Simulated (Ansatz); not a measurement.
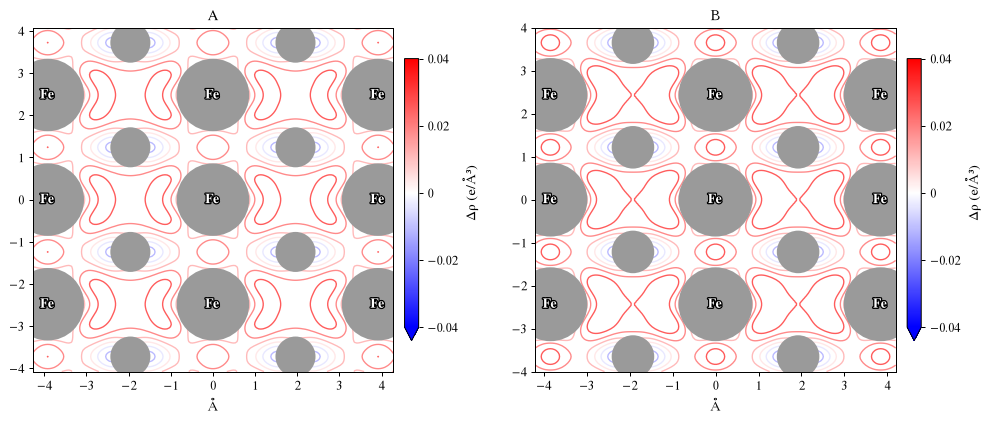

Fe: deformation density on the (11̄0) plane of the conventional cell at two volumes, with the same fractional coordinates and one colour scale. Grey discs cover the cores. Panel A has 106 % of the volume of panel B.

Space group P6_3/mmc; computed without spin polarisation. This isn't the usual form at ambient conditions. The cell comes from a database of computed structures, not from a measurement.

Level of theory: DFT LDA, scalar-relativistic, plane waves, PAW (Ansatz 0.2.0).

### How do bonds, bonding charge and pressure respond to this change of volume?

From B to A, Fe–Fe goes from 2.38 to 2.43 Å, and Δρ at its midpoint from +0.045 to +0.040 e/Å³.
- The pressure is −11 GPa in B and −26 GPa in A.
- The rearranged charge is 0.13 e an atom in B and 0.12 e in A.
